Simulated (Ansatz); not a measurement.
# MnSi₃₀ (cell with a defect): what the fields show

The calculation's input:

```
crystal:
  lattice:
    - [-5.4700936587, 5.4700936587, -5.4700936587]
    - [5.4700936587, 5.4700936587, 5.4700936587]
    - [5.4700936587, -5.4700936587, -5.4700936587]
  atoms:
    - { symbol: Mn, position: [0.25, 0.25, 0.75], spin: 4.0 }
    - { symbol: Si, position: [0.0, 0.5, 0.75] }
    - { symbol: Si, position: [0.5, 0.25, 0.5] }
    - { symbol: Si, position: [0.75, 0.75, 0.75] }
    - { symbol: Si, position: [0.25, 0.5, 0.5] }
    - { symbol: Si, position: [0.5, 0.0, 0.75] }
    - { symbol: Si, position: [0.0, 0.75, 0.5] }
    - { symbol: Si, position: [0.75, 0.25, 0.25] }
    - { symbol: Si, position: [0.5, 0.5, 0.25] }
    - { symbol: Si, position: [0.75, 0.0, 0.5] }
    - { symbol: Si, position: [0.0, 0.25, 0.0] }
    - { symbol: Si, position: [0.25, 0.75, 0.25] }
    - { symbol: Si, position: [0.0, 0.0, 0.25] }
    - { symbol: Si, position: [0.75, 0.5, 0.0] }
    - { symbol: Si, position: [0.5, 0.75, 0.0] }
    - { symbol: Si, position: [0.25, 0.0, 0.0] }
    - { symbol: Si, position: [0.25, 0.25, 0.5] }
    - { symbol: Si, position: [0.0, 0.5, 0.5] }
    - { symbol: Si, position: [0.5, 0.25, 0.25] }
    - { symbol: Si, position: [0.75, 0.75, 0.5] }
    - { symbol: Si, position: [0.25, 0.5, 0.25] }
    - { symbol: Si, position: [0.5, 0.0, 0.5] }
    - { symbol: Si, position: [0.0, 0.75, 0.25] }
    - { symbol: Si, position: [0.75, 0.25, 0.0] }
    - { symbol: Si, position: [0.75, 0.0, 0.25] }
    - { symbol: Si, position: [0.0, 0.25, 0.75] }
    - { symbol: Si, position: [0.25, 0.75, 0.0] }
    - { symbol: Si, position: [0.0, 0.0, 0.0] }
    - { symbol: Si, position: [0.75, 0.5, 0.75] }
    - { symbol: Si, position: [0.5, 0.75, 0.75] }
    - { symbol: Si, position: [0.25, 0.0, 0.75] }
basis:
  ecutwfc: 420
  xc_grid: 2
kpoints:
  mp_grid: { grid: [2, 2, 2], shift: [0.5, 0.5, 0.5] }
hamiltonian:
  xc: pbe
scf:
  occupations: { method: gaussian, width: 0.02 }
output:
  forces: true
  stress: false
  eigenvalues: true
  populations: true
  write_density: true
  write_potential: true
  elf: true
  volumetric_format: npy
magnetization:
  spin_polarized: true
relax:
  adjacent_minimum: "off"
  f_tol: 0.02
  max_steps: 60
```

Launched as:

```sh
ansatz run input.yaml --threads 4 --pin off --max-ram 10240MiB --backend cpu --events-out ev --progress --plain --runs-dir out
```

The fields are those of the run's last geometry, not of the input's.

Spin-polarised.

All numbers below come from Ansatz 0.2.0, DFT PBE, scalar-relativistic, plane waves, PAW.

The density is the valence pseudo-density of a PAW calculation; it isn't the true density close to the nuclei.

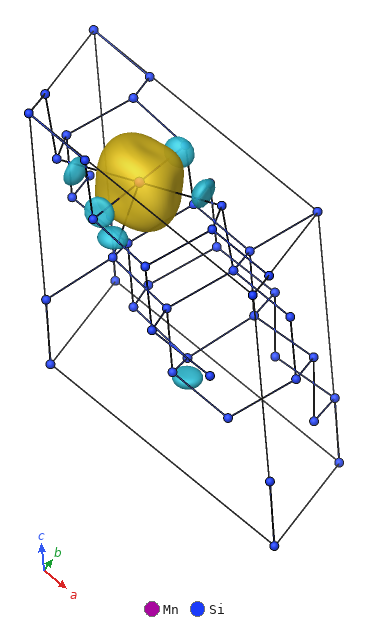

Figure 1. Isosurfaces of the spin density at +0.02 (yellow) and −0.02 e/Å³ (cyan), seen slightly off an axis. Sticks mark near contacts.

**Where is the spin, and how is it ordered?**

The spin density sits on Mn: +3.4 μB in one cell of 31 atoms: a single local moment. The cell of the calculation (31 atoms) carries 3.5 μB of net spin moment.

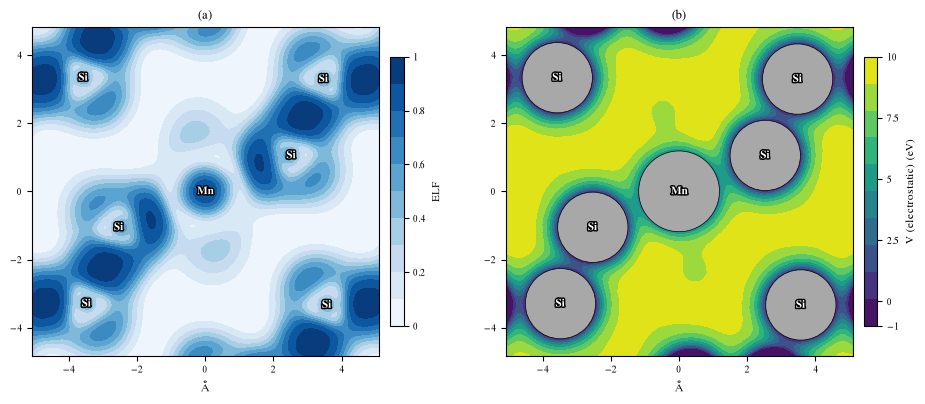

Figure 2. (a) electron localisation function; (b) electrostatic potential (local pseudopotential plus Hartree) felt by an electron on the (101̄) plane of the calculation cell. Grey discs cover the atomic cores in the potential map.

**Interpret the plot.**

The section cuts through Mn and Si sites. Mn–Si (2.74 Å): the ELF peaks at about 0.90 in the valence shell of Si, 1.0 Å from its nucleus, and is about 0.70 at the midpoint. Si–Si (2.43 Å): the ELF peaks at about 0.95 between the atoms. The features right at Mn lie inside the PAW spheres, where the map follows smoothed inner orbitals and isn't to be read closely. Outside the cores the potential energy rises away from the atoms and is highest about 2.4 Å from the nearest atoms; its zero is arbitrary.

**Does the calculation make it a metal, or give it a gap?**

It is metallic or semimetallic at this level of theory: no gap opens.
